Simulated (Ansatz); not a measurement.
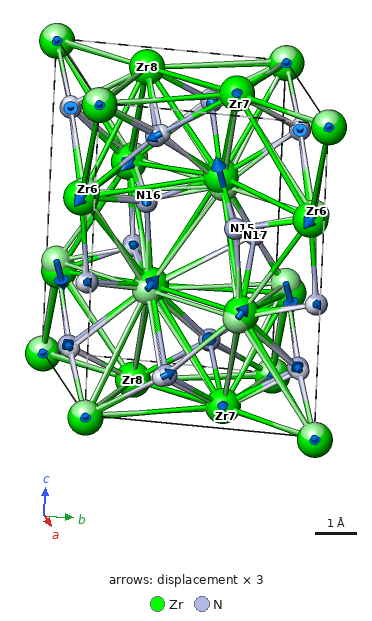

A relaxation of a defect cell of composition Zr$_{9}$N$_{11}$ (cell charge +3) (started half-way along a vacancy jump, in the symmetry of that start). The starting structure is drawn faded, the final one solid; blue arrows show the displacements, 3 times their true length.

The picture is a ball-and-stick view of the cell of the calculation, reduced to other axes, seen slightly off an axis. Lengths and directions refer to the drawn axes.

Theory: Ansatz, DFT PBE, scalar-relativistic, plane waves, PAW. Settings: plane-wave cutoff 420 eV; k-point mesh 4 × 4 × 4; occupations gaussian; smearing width 0.05 eV; no spin polarisation; atoms relaxed in a fixed cell; force threshold 0.02 eV/Å; at most 60 steps.

Q: Atoms of which element are displaced furthest, and by how much?

A: Zirconium: up to 0.30 Å, against 0.16 Å for nitrogen.

Q: What happened in the run?

A: Over 5 geometry steps the energy falls by 3.747 eV per cell of the calculation. The largest force component goes from 11 to 0.015 eV/Å. The largest moves, 0.30 Å, are those of Zr atoms. Largest moves by element: Zr 0.30 Å, N 0.16 Å. The lattice vectors keep their values. Among the contacts that change: Zr–Zr 3.447 → 4.028 Å, N–Zr 1.724 → 2.014 Å, Zr–Zr 3.447 → 3.195 Å, Zr–Zr 3.454 → 3.215 Å. Bond angles that change, for instance: Zr–N–Zr 82.7° → 90.8°, Zr–N–Zr 105.0° → 112.4°, Zr–N–Zr 97.4° → 90.7°. Cost: 2.1 min on 4 threads of Intel(R) Xeon(R) Platinum 8259CL CPU @ 2.50GHz (Skylake/Cascade Lake), on a shared host, peak memory 1.4 GiB.

Limits of the set-up: the periodic images lie only 6.0 Å apart, so the values are limited by the cell's size; the cell is charged, on a uniform background, and energies carry no finite-size correction.
